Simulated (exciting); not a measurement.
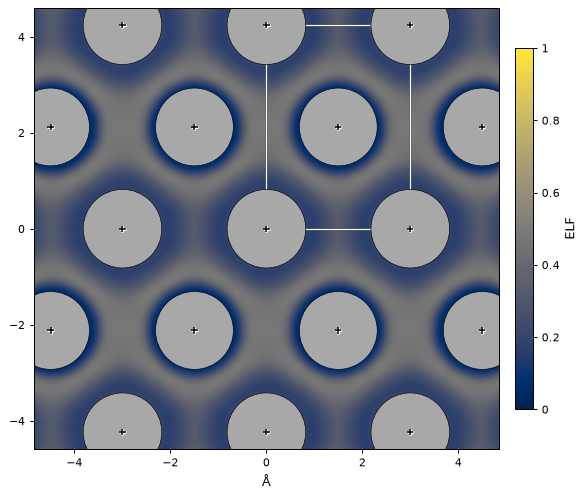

The electron localisation function on a plane through atoms (crosses mark nuclei in the plane; grey discs cover the cores).

Level of theory: Kohn-Sham DFT of a periodic cell, PBEsol, all-electron LAPW+lo, shipped species files in exciting sodium.

Candidates:
A. PtS₂, a = 3.54 Å, b = 3.54 Å, c = 5.04 Å, α = 90.00°, β = 90.00°, γ = 120.00°. Space group P-3m1; not relaxed (largest force 1.0 eV/Å).
B. Al, a = 2.72 Å, b = 2.72 Å, c = 2.72 Å, α = 90.00°, β = 90.00°, γ = 90.00°. Space group Pm-3m; a generated structure, not necessarily the stable one.
C. AlCu, a = 3.00 Å, b = 3.00 Å, c = 3.00 Å, α = 90.00°, β = 90.00°, γ = 90.00°. Space group Pm-3m; a structure from a database of computed crystals, not necessarily the ambient phase.

> Which system is this?

Candidate C: AlCu on the (011) plane of the conventional cell, which holds Cu and Al. Al–Cu (2.60 Å): the ELF is about 0.40 at the midpoint.
